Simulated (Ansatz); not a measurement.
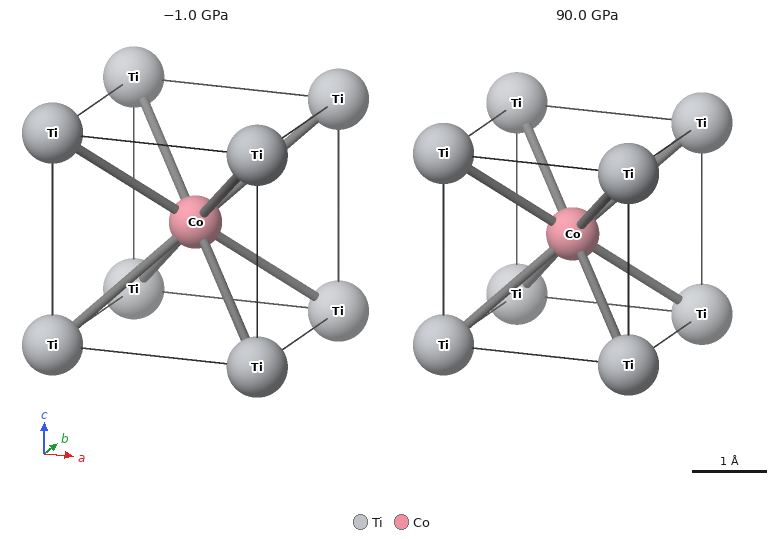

A crystal of TiCo (set up in Pm-3m), relaxed (cell and atoms) at several target pressures. The picture shows the first and the last member. The picture is a ball-and-stick view of the cell of the calculation, seen slightly off an axis.

Computed with Ansatz 0.2.0: DFT PBE, scalar-relativistic, plane waves, PAW. Settings: plane-wave cutoff 420 eV; k-point mesh 14 × 14 × 14 at −1.0 to 25.0, 16 × 16 × 16 at 50.0 and 90.0 GPa; occupations gaussian; smearing width 0.1 eV; collinear spin; cell and atoms relaxed; force threshold 0.008 eV/Å.

| pressure (GPa) | volume (Å³/atom) | a (Å) |
| --- | --- | --- |
| −1.0 | 13.390 | 2.992 |
| 0.0 | 13.306 | 2.986 |
| 1.0 | ? | ? |
| 4.0 | 12.997 | 2.962 |
| 12.0 | 12.467 | 2.921 |
| 25.0 | 11.790 | 2.868 |
| 50.0 | 10.867 | 2.791 |
| 90.0 | 9.882 | 2.704 |

Estimate the missing row from the others, and compare with the calculation.

Murnaghan's form V = V₀(1 + B′P/B₀)^(−1/B′), with V₀ = 13.306 Å³ from the row at zero pressure, fits the other rows with B₀ = 163 GPa and B′ = 3.81 (largest miss 0.008 Å³). At 1.0 GPa it gives 13.306 × (1 + 3.81 × 1.0/163)^(−1/3.81) = 13.226 Å³ per atom. The calculation gives 13.223 Å³/atom (a = 2.979 Å). The estimate is 0.003 Å³/atom too high. From the first member to the last: Ti–Ti 2.992 → 2.704 Å, Co–Ti 2.591 → 2.341 Å.

The whole series:

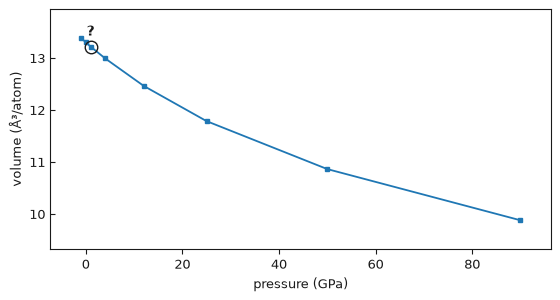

The cells carry a magnetic moment (1.0 to 0.0 μB per cell in all, first to last member); only the order that this cell allows was tried.
